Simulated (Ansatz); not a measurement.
## Si17O32: molecular dynamics (part 5 of 5)

Si17O32 (defect cell, 49 atoms in the cell); DFT LDA, scalar-relativistic, plane waves, PAW, PAW set soft_1, no spin polarisation (Ansatz 0.2.0); cutoff 420 eV, 2×2×2 k-mesh, Fermi–Dirac smearing of 0.02 eV. The structure derives from a Materials Project entry. One setting was made poor on purpose. It belongs to a series of runs on one base structure; here: dynamics from the start.

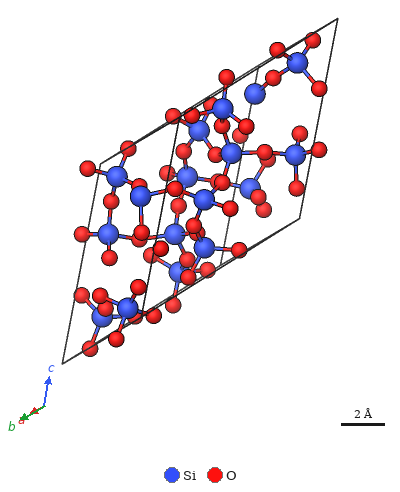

**Figure 1.** The geometry at step 130 of the log (ball-and-stick view of the reduced cell, seen at an oblique angle; bonded neighbours outside the cell are drawn too).

### Trajectory as extended XYZ, continued
```
49
Lattice="-8.5230 -4.8942 0.0000 8.5230 -4.8942 0.0000 -5.4296 0.0000 8.1232" Properties=species:S:1:pos:R:3:forces:R:3 step=121 time_fs=121.0 energy=-28163.95548 temperature=589.9
Si   -0.1220   -4.0284    2.3059    0.6541   0.3463   1.6100
Si   -0.6822   -3.6010    5.3781    0.8188  -1.6621  -0.0719
Si    2.7892   -3.9469    1.4205   -0.4285  -1.3532  -0.8246
Si   -3.4015   -3.1942    6.5054    0.0160   1.6050   3.6879
Si   -5.0903   -5.5866    5.6774   -0.2315  -2.3513  -1.0132
Si   -7.8931   -6.1047    6.9490    1.9900  -0.8582  -1.8174
Si   -5.1620   -6.0457    2.6594    1.8613   1.8795   2.4778
Si   -2.2223   -6.3467    1.8566    0.9467  -0.3576   1.0373
O    -2.7334   -6.1740    0.3500    0.1775  -0.1771   1.9496
O    -5.8100   -5.8464    4.1893    1.7306   0.1025  -0.0960
O    -8.5644   -7.3642    6.2589    0.4016  -0.3554   0.3254
O    -6.2916   -6.0788    6.6299   -0.8347   0.3264   0.8007
O    -4.5036   -8.9614    6.6212   -0.7577  -1.0398  -0.3716
O     3.9720   -5.0504    1.8433   -1.2468   1.1869   0.5665
O    -4.1647   -1.7301    6.4657    2.1772  -2.3853   0.9576
O    -1.5842   -0.5760    1.8178    1.3078   0.7949  -1.3456
O    -2.2857   -3.2765    5.3897    0.8253   0.4574  -1.0768
O    -2.6536   -3.6721    7.9123   -0.6303   0.2475  -0.5750
O    -8.6360   -4.8576    6.3814   -0.6771   1.3553  -0.4505
O    -0.2276   -3.3476    3.8457    0.1074  -1.1793  -0.9810
O     1.3619   -4.5169    1.9829    1.3415   0.0670  -0.1414
O     2.7899   -2.4239    1.9471    0.3828  -0.1541   0.2207
O    -3.4720   -6.0542    2.7843   -2.5682  -0.3398   0.1421
O    -1.7895   -7.8737    2.2395    0.2374   1.0401  -0.7530
Si   -9.2358   -4.1566    2.2150   -0.0057  -0.9383   1.0823
Si   -9.1109   -3.8712    5.2270   -1.5957  -0.3450  -0.8733
Si   -6.3770   -3.4059    1.4210    2.0842   1.3715   0.1675
Si   -3.2552   -7.9402    6.5760   -0.8954   0.5815  -1.1765
Si    3.4070   -5.4624    6.0247   -0.0764   1.8463   0.9168
Si    0.5324   -6.3794    6.5249   -2.8881   1.6831   0.7100
Si    3.7805   -6.2118    3.0878   -1.6737  -0.7079  -1.8209
Si   -1.7798   -2.0316    1.1627    1.2087   0.2966  -0.2283
O    -2.7994   -2.1412   -0.0805    0.3716   0.7953  -2.0834
O     3.4067   -5.4093    4.4454   -1.1266   0.7155  -0.6017
O    -8.2842   -2.5142    5.3599    0.8507  -0.0480  -0.1028
O     1.9274   -5.7043    6.6906    2.9111   0.6642  -0.5594
O    -4.5445   -4.1724    6.1636   -2.2328  -0.9535  -0.5759
O    -5.4749   -4.6266    1.9701   -0.1932  -0.4561  -0.7850
O    -3.7995   -6.5632    5.8717   -0.3661  -0.0377   0.7817
O    -1.0040   -5.3450    2.2763   -1.3446  -1.1064  -0.4611
O    -2.1879   -8.3698    5.4510    2.0076  -1.0569  -0.0627
O    -2.6784   -7.8705    8.0779   -0.4772  -0.1387  -0.1878
O    -0.4513   -5.0936    6.0498    0.2608   0.3858  -0.1154
O    -8.7882   -4.5232    3.7647   -0.4781   0.8833   0.2147
O    -7.8940   -3.8065    1.3590   -2.3523  -0.7853   0.1459
O     2.3677   -7.0166    2.3572    1.2693   0.4431   1.2454
O    -2.5314   -2.7488    2.2924   -1.7338  -2.7875   2.7256
O    -0.4018   -2.9700    1.1429   -0.8555   1.7051  -1.2057
Si   -3.5107   -3.3560    3.5256   -0.2656   0.7993  -1.4114
49
Lattice="-8.5230 -4.8942 0.0000 8.5230 -4.8942 0.0000 -5.4296 0.0000 8.1232" Properties=species:S:1:pos:R:3:forces:R:3 step=130 time_fs=130.0 energy=-28164.15480 temperature=621.8
Si   -0.1162   -4.0696    2.3032    0.9577   2.1958   1.5492
Si   -0.6787   -3.6063    5.3864    1.6485  -2.8244  -0.3384
Si    2.8295   -3.9407    1.3883   -1.7549   0.7283   1.1503
Si   -3.4331   -3.2168    6.5357   -0.1442   1.6513   0.9297
Si   -5.0977   -5.5740    5.6463   -0.2398  -4.3378  -0.7917
Si   -7.8483   -6.1049    6.9129    0.0187  -0.8744   0.5766
Si   -5.1316   -5.9705    2.6619   -1.3875  -1.7967   0.9458
Si   -2.1847   -6.2577    1.8758   -3.8335  -3.7030  -0.4876
O    -2.7181   -6.1668    0.3685    0.6924   0.3228  -0.4799
O    -5.7888   -5.8938    4.2015    1.3454   0.7152  -0.9888
O    -8.5288   -7.3821    6.2421    0.4731   0.4892   0.6573
O    -6.2845   -6.1171    6.5983   -0.3509   0.5209   0.6805
O    -4.5045   -8.9860    6.6308    0.2062   0.1049  -0.1930
O     3.9106   -5.0344    1.8740   -0.0331   0.0047   0.2621
O    -4.1550   -1.7182    6.4950    2.6208  -3.1812   0.6021
O    -1.5155   -0.5682    1.7793    0.5701   0.0887  -0.8844
O    -2.2727   -3.3165    5.3628   -1.2891   0.4056   0.4558
O    -2.7154   -3.6429    7.9137   -0.0516  -0.3446  -0.4584
O    -8.6665   -4.8343    6.4182    0.1704  -0.4795   0.6087
O    -0.2334   -3.3340    3.8310   -0.0959  -1.5550  -0.6874
O     1.4099   -4.4507    2.0871    0.3260  -0.7170  -0.9072
O     2.7315   -2.4081    1.9462    1.5876   0.9379   0.7290
O    -3.5564   -6.0395    2.7189    1.2480  -0.2322   0.2094
O    -1.8079   -7.7843    2.2107    1.6650  -1.4255  -0.0774
Si   -9.2196   -4.1306    2.2516   -1.1132   0.5436  -0.3409
Si   -9.1727   -3.9379    5.2501    0.1654   1.9924  -1.8497
Si   -6.2835   -3.3621    1.4015   -2.4472  -1.1830  -0.2152
Si   -3.2758   -7.9303    6.5525    0.2824  -0.4314  -0.6570
Si    3.4192   -5.4560    6.0237    0.0643   1.1176  -0.8442
Si    0.5460   -6.4409    6.5276   -1.1763   2.9063  -1.9353
Si    3.7546   -6.2413    3.0979   -1.0278   0.4329  -1.1943
Si   -1.7550   -2.0524    1.2010   -1.9479   0.8507   0.3518
O    -2.7560   -2.0600   -0.1246    0.4561  -0.8936   2.1340
O     3.3745   -5.3780    4.4073   -0.6937   0.4560   0.7166
O    -8.3306   -2.5425    5.3221    0.8463  -0.1843   0.7130
O     1.9859   -5.7615    6.6261    0.6992  -0.0788  -0.1377
O    -4.6095   -4.2235    6.1980   -0.1486   2.2102   0.4385
O    -5.5097   -4.6904    1.8210   -0.0248   0.3819  -0.5199
O    -3.8116   -6.5705    5.9249   -0.7916   0.9761  -0.0099
O    -1.0782   -5.3347    2.3248    2.5101   2.0928   0.6768
O    -2.1696   -8.3409    5.3764   -0.9506  -0.7020   1.5730
O    -2.6695   -7.7937    8.0860   -0.3906   0.0076  -2.0214
O    -0.3608   -5.1042    6.1377   -0.8297   1.7876  -1.1220
O    -8.8257   -4.5026    3.7765   -0.2295   0.0700   0.4476
O    -7.9097   -3.7977    1.3620    0.6273   0.3119   0.2938
O     2.4263   -7.0978    2.4299    0.8475   1.4632   1.5013
O    -2.5546   -2.8474    2.3726    1.0731  -0.3746  -1.3856
O    -0.4678   -2.9802    1.1060    0.9939  -0.8010  -0.0202
Si   -3.5540   -3.3638    3.5154   -1.1429   0.3559   0.3447
```

### Summary

```json
{"quantity": "outcome", "value": "finished"}
{"quantity": "mean temperature over the second half", "value": "590 K"}
{"quantity": "trajectory", "value": "130 steps, 130 fs"}
{"quantity": "ensemble", "value": "nve"}
{"quantity": "temperature in the input", "value": "1200.0 K"}
{"quantity": "time step", "value": "1 fs"}
{"quantity": "electrons treated", "value": "260"}
{"quantity": "potential energy (free energy of the electrons) (last step)", "value": "−28164.1548 eV"}
{"quantity": "Fermi energy (last step)", "value": "5.709 eV"}
{"quantity": "largest force (length of the vector) (last step)", "value": "5.352 eV/Å"}
{"quantity": "hardware", "value": "4 threads of Arm Neoverse V1, 24 GiB of memory available, shared host"}
{"quantity": "wall time", "value": "19 min (CPU time 76 min)"}
{"quantity": "peak memory", "value": "3.1 GiB"}
```

Warnings of the run: the SCF threshold is loose for the printed forces; the PAW datasets were made with another functional. A deliberately poor setting: loose scf. So short a trajectory is not equilibrated.
